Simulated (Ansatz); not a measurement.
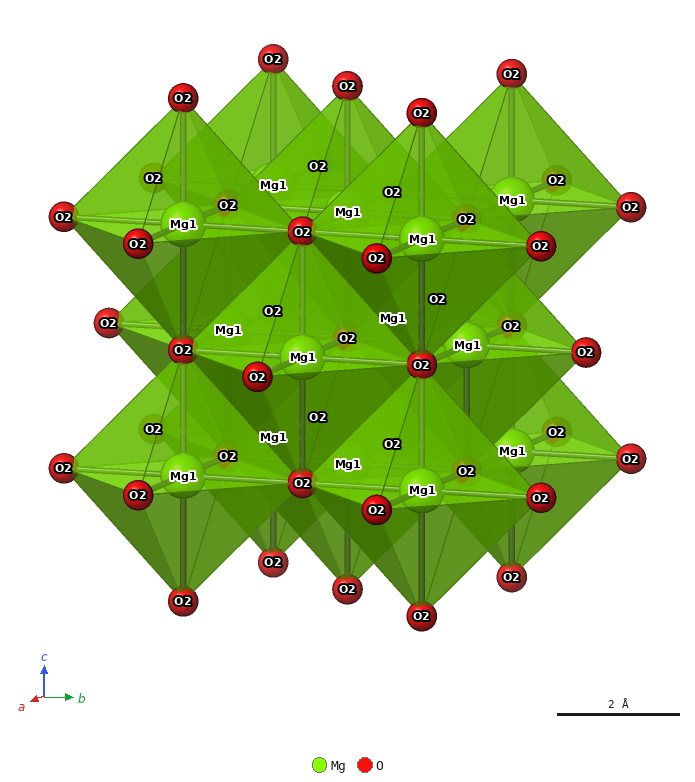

The structure (polyhedral view of the cell 4 times as large as that of the calculation, set on its symmetry axes, seen slightly off an axis; polyhedra are completed across the faces of the cell; atoms are numbered from 1 in the order of the input).

## Two runs on MgO

System: MgO (2 atoms in the cell).
Method of run A: DFT, LDA, plane waves, PAW, no spin polarisation (Ansatz 0.2.0).

The structure was built on a prototype by a generator. The geometry comes from this level: r2SCAN. Text and figures count atoms from 1; the logs count them from 0 in places.

### Input file, run A
```yaml
crystal:
  lattice:
    - [0.0, 2.1021674168, 2.1021674168]
    - [2.1021674168, 0.0, 2.1021674168]
    - [2.1021674168, 2.1021674168, 0.0]
  atoms:
    - { symbol: Mg, position: [0.0, 0.0, 0.0] }
    - { symbol: O, position: [0.5, 0.5, 0.5] }
kpoints:
  mp_grid: { grid: [10, 10, 10] }
  band_path:
    path:
      - [0.0, 0.0, 0.0]
      - [0.5, 0.0, 0.5]
      - [0.625, 0.25, 0.625]
      - [0.375, 0.375, 0.75]
      - [0.5, 0.5, 0.5]
      - [0.5, 0.25, 0.75]
    npoints: 1
hamiltonian:
  xc: lda
scf:
  occupations: { method: fixed }
  n_extra_bands: 4
output:
  forces: true
  stress: true
  eigenvalues: true
  write_density: true
  write_potential: true
  elf: true
  volumetric_format: npy
```

Launched with:
```bash
ansatz run input.yaml --threads 4 --pin off --max-ram 7372MiB --backend cpu --events-out ev --progress --plain --runs-dir out
```

Hardware: 4 threads of Arm Neoverse V2, 24 GiB of memory available, shared host.

### Output, shortened to warnings, some set-up lines, iterations and results (run A)
```
Basis set: ecut = 420 eV, 339 PW (Γ)
Symmetry: 48 space group operations
k-points: 47 of 1000
Initial density: superposition of atomic densities (neutral atoms: chi_scale 0, normalization atom), corrected by the library's trained network
[...]
SCF iter   1: F=—  HF=-2460.072893 eV  |F-HF|=—  |Δ(HF+E_count)|=         —  Δρ=1.74e-2  dr2=4.49e-2  ethr=1.77e-3  ⟨swp⟩=4.6  Hψ=2968  notcnv=0  defer=76
SCF iter   2: F=—  HF=-2460.058676 eV  |F-HF|=—  |Δ(HF+E_count)|=   1.42e-2  Δρ=8.96e-3  dr2=7.95e-3  ethr=2.81e-4  ⟨swp⟩=2.4  Hψ=1180  notcnv=0  defer=91
SCF iter   3: F=—  HF=-2460.055841 eV  |F-HF|=—  |Δ(HF+E_count)|=   2.83e-3  Δρ=1.93e-3  dr2=3.84e-4  ethr=4.97e-5  ⟨swp⟩=2.0  Hψ=824  notcnv=0  defer=92
SCF iter   4: F=—  HF=-2460.055615 eV  |F-HF|=—  |Δ(HF+E_count)|=   2.26e-4  Δρ=3.95e-4  dr2=1.30e-5  ethr=2.40e-6  ⟨swp⟩=2.0  Hψ=994  notcnv=0  defer=91
SCF iter   5: F=—  HF=-2460.055609 eV  |F-HF|=—  |Δ(HF+E_count)|=   5.52e-6  Δρ=2.23e-5  dr2=6.33e-8  ethr=8.12e-8  ⟨swp⟩=2.0  Hψ=875  notcnv=0
SCF iter   6: F=-2460.055609 eV  HF=-2460.055609 eV  |F-HF|=9.32e-11  |Δ(HF+E_count)|=   1.77e-8  Δρ=2.47e-6  dr2=5.49e-10  ethr=3.96e-10  ⟨swp⟩=7.2  Hψ=3828  notcnv=0
SCF 1 converged in 6 iterations: F = -2460.055609 eV  dr2 = 5.49e-10
NSCF: frozen V_eff on 6 k-points
SCF converged after 6 iterations
Free energy (F): -2460.055609 eV
Harris-Foulkes:  -2460.055609 eV  (|F-HF|=9.32e-11)
Internal energy: -2460.055609 eV  (E = F + TS)
E sigma→0 (E₀):  -2460.055609 eV
Fermi energy:    7.829321 eV
--- Per-component energies (eV) ---
  E_band       = -294.498291
  E_kinetic    = 254.785229
  E_local      = -1597.791970  (includes V_loc(G=0)·N_el)
  E_nonlocal   = 145.535354
  E_hartree    = 550.628499
  E_xc         = -103.692478
  E_vxc        = -133.833059  (∫ρ·V_xc dr)
  E_paw        = -418.033794  (= ΣΔE_a)
  E_vpaw       = -64.453759  (= ΣTr[D̂ρ^β])
  E_aug_tail   = 0.002575  (compensation charges beyond the density's cutoff)
  E_ewald      = -1291.736425
  E_core_change = 0.247401  (= ΣΔE_core)
  E_smearing   = -0.000000  (= −TS)
  E_closure    = 0.000000  (closes the sum)
  Σ components = -2460.055609   (vs F -2460.055609, Δ=0.00e0)
--- Forces (eV/Å), atoms counted from 1 ---
  atom   1  Mg    -0.00000000     0.00000000     0.00000000
  atom   2  O      0.00000000    -0.00000000    -0.00000000
  max |Σ_I F_I| component: 1.31e-29 eV/Å
--- Stress (GPa, compression-positive) ---
       -5.236807       0.000000       0.000000
        0.000000      -5.236807      -0.000000
       -0.000000      -0.000000      -5.236807
  P = ⅓ Tr σ = -5.2368 GPa (-52.368 kbar)
```

The input of run B differs as follows (lines with − go, lines with + come):
```diff
-  xc: lda
+  xc: r2scan
```

How does run B compare with run A?

The total energies belong to different methods, so their difference says nothing on which is more stable or more accurate. The gap on the mesh goes from 4.71 to 5.68 eV. The pressure goes from −5.24 to 0.01 GPa. The functional changes from LDA to r2SCAN. The number of SCF iterations is the same. The default cutoff goes from 420 to 500 eV with the change. The plane waves at Γ go from 339 to 459.

### Output, shortened to warnings, some set-up lines, iterations and results (run B)
```
Basis set: ecut = 500 eV, 459 PW (Γ), exchange–correlation on 96×96×96 points (64 copies of the dense FFT grid, shifted against one another)
Symmetry: 48 space group operations
k-points: 47 of 1000
Initial density: superposition of atomic densities (neutral atoms: chi_scale 0, normalization atom), corrected by the library's trained network
[...]
SCF iter   1: F=—  HF=-2498.250903 eV  |F-HF|=—  |Δ(HF+E_count)|=         —  Δρ=9.83e-3  dr2=1.03e-2  dr2_τ=7.15e-2  ethr=1.77e-3  ⟨swp⟩=4.7  Hψ=2985  notcnv=0  defer=80
SCF iter   2: F=—  HF=-2498.334969 eV  |F-HF|=—  |Δ(HF+E_count)|=   8.41e-2  Δρ=4.72e-3  dr2=1.63e-3  dr2_τ=2.33e-4  ethr=6.46e-5  ⟨swp⟩=2.9  Hψ=1475  notcnv=0  defer=92
SCF iter   3: F=—  HF=-2498.335019 eV  |F-HF|=—  |Δ(HF+E_count)|=   5.02e-5  Δρ=9.54e-4  dr2=8.53e-5  dr2_τ=1.43e-5  ethr=1.02e-5  ⟨swp⟩=3.0  Hψ=851  notcnv=0  defer=92
SCF iter   4: F=—  HF=-2498.335013 eV  |F-HF|=—  |Δ(HF+E_count)|=   6.58e-6  Δρ=2.18e-4  dr2=5.68e-6  dr2_τ=8.79e-7  ethr=5.33e-7  ⟨swp⟩=2.0  Hψ=720  notcnv=0  defer=43
SCF iter   5: F=-2498.335011 eV  HF=-2498.335011 eV  |F-HF|=6.75e-8  |Δ(HF+E_count)|=   1.55e-6  Δρ=2.83e-5  dr2=7.76e-8  dr2_τ=1.85e-8  ethr=3.55e-8  ⟨swp⟩=2.0  Hψ=737  …
SCF iter   6: F=-2498.335011 eV  HF=-2498.335011 eV  |F-HF|=1.14e-9  |Δ(HF+E_count)|=   9.17e-8  Δρ=8.52e-6  dr2=2.53e-9  dr2_τ=1.05e-9  ethr=4.85e-10  ⟨swp⟩=7.4  Hψ=3742  …
SCF 1 converged in 6 iterations: F = -2498.335011 eV  dr2 = 2.53e-9
NSCF: frozen V_eff on 6 k-points
SCF converged after 6 iterations
Free energy (F): -2498.335011 eV
Harris-Foulkes:  -2498.335011 eV  (|F-HF|=1.14e-9)
Internal energy: -2498.335011 eV  (E = F + TS)
E sigma→0 (E₀):  -2498.335011 eV
Fermi energy:    7.786032 eV
--- Per-component energies (eV) ---
  E_band       = -311.230355
  E_kinetic    = 256.748642
  E_local      = -1601.532411  (includes V_loc(G=0)·N_el)
  E_nonlocal   = 142.538181
  E_hartree    = 554.982034
  E_xc         = -103.294055
  E_vxc        = -149.071047  (∫ρ·V_xc dr)
  E_paw        = -455.983861  (= ΣΔE_a)
  E_vpaw       = -79.515162  (= ΣTr[D̂ρ^β])
  E_aug_tail   = 0.001032  (compensation charges beyond the density's cutoff)
  E_vtau       = 9.637009  (kinetic-family band-sum trace: ∫τ·v_τ [+ j·A + Jᵃ·Aᵃ] dr)
  E_ewald      = -1291.736425
  E_core_change = -0.058149  (= ΣΔE_core)
  E_smearing   = -0.000000  (= −TS)
  E_closure    = 0.000000  (closes the sum)
  Σ components = -2498.335011   (vs F -2498.335011, Δ=0.00e0)
--- Forces (eV/Å), atoms counted from 1 ---
  atom   1  Mg    -0.00000000     0.00000000     0.00000000
  atom   2  O      0.00000000    -0.00000000    -0.00000000
  max |Σ_I F_I| component: 9.89e-30 eV/Å
--- Stress (GPa, compression-positive) ---
        0.013202      -0.000000       0.000000
        0.000000       0.013202      -0.000000
        0.000000       0.000000       0.013202
  P = ⅓ Tr σ = 0.0132 GPa (0.132 kbar)
```

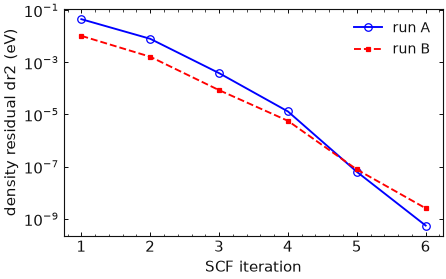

Convergence of the two runs: density residual dr2 against the SCF iteration. Run A takes 6 iterations in all, and run B takes 6.

### The two runs side by side

| quantity | run A | run B |
| --- | --- | --- |
| outcome | converged | converged |
| free energy per atom (eV) | −1230.0278 | −1249.1675 |
| gap on the mesh (eV) | 4.71 | 5.68 |
| pressure (GPa) | −5.24 | 0.01 |
| largest force (eV/Å) | 0.000 | 0.000 |
| SCF iterations | 6 | 6 |
| irreducible k-points | 47 | 47 |
| plane waves at Γ | 339 | 459 |

For run A: The cell is under a tension of 5.2 GPa at this level, so it is not at its equilibrium volume.
